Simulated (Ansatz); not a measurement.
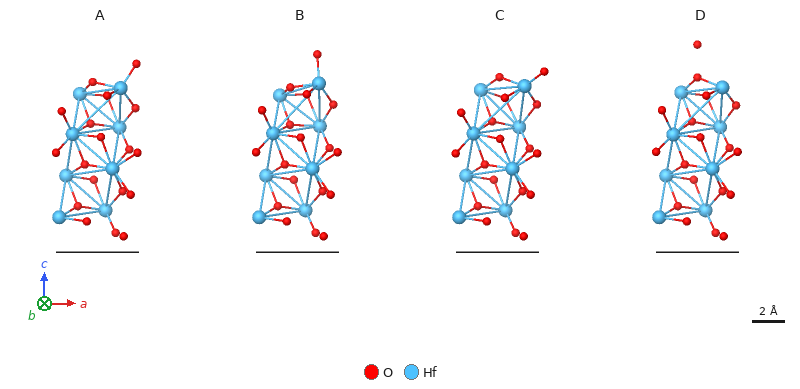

4 geometries from one constrained relaxation of a slab of composition Hf8O17 (cut from the P2_1/c phase), in shuffled order. The picture is a ball-and-stick view of the cell of the calculation, outlined in the plane, without the vacuum (origin shifted), seen along the b axis.

Case: 1 O a cell, anchor, over a top O site. The slab is the (0 0 1) face of HfO2 with O on it. 12 atoms are held fixed.

The calculation used DFT PBE+D3(BJ), scalar-relativistic, plane waves, PAW in Ansatz 0.2.0. (plane-wave cutoff 420 eV; k-point mesh 3 × 3 × 1; occupations gaussian; smearing width 0.05 eV; collinear spin; dipole correction; atoms relaxed in a fixed cell; force threshold 0.04 eV/Å; at most 100 steps)

Question: Order the frames from highest to lowest energy.

Answer: D, B, A, C. They are steps 0, 8, 16, 26, at +8.134 eV per cell of the calculation, +2.906 eV per cell of the calculation, +1.565 eV per cell of the calculation relative to the last. Over 26 geometry steps the energy falls by 8.134 eV per cell of the calculation. Largest force component: 1.8 eV/Å at the start, 0.011 eV/Å at the end. The atom that moves furthest is an O atom (4.21 Å at 66° to the normal (−c side)). Largest moves by element: O 4.21 Å, Hf 0.23 Å. The cell doesn't change. Among the contacts that change: Hf–O 6.363 → 2.058 Å, Hf–O 3.288 → 1.997 Å, Hf–Hf 3.769 → 3.483 Å, Hf–Hf 3.567 → 3.839 Å. New bonds form: Hf–O (3.29 → 2.00 Å), Hf–O (6.36 → 2.06 Å). Among the angles between lasting bonds that change: Hf–O–Hf 110.5° → 95.6°, Hf–O–Hf 129.1° → 138.9°, Hf–O–Hf 102.8° → 111.9°. The run may lie on a higher electronic state than the lowest, so the end point isn't shown to be the ground-state structure.

Limits of the set-up: the periodic images lie only 5.1 Å apart, so the values are limited by the cell's size.
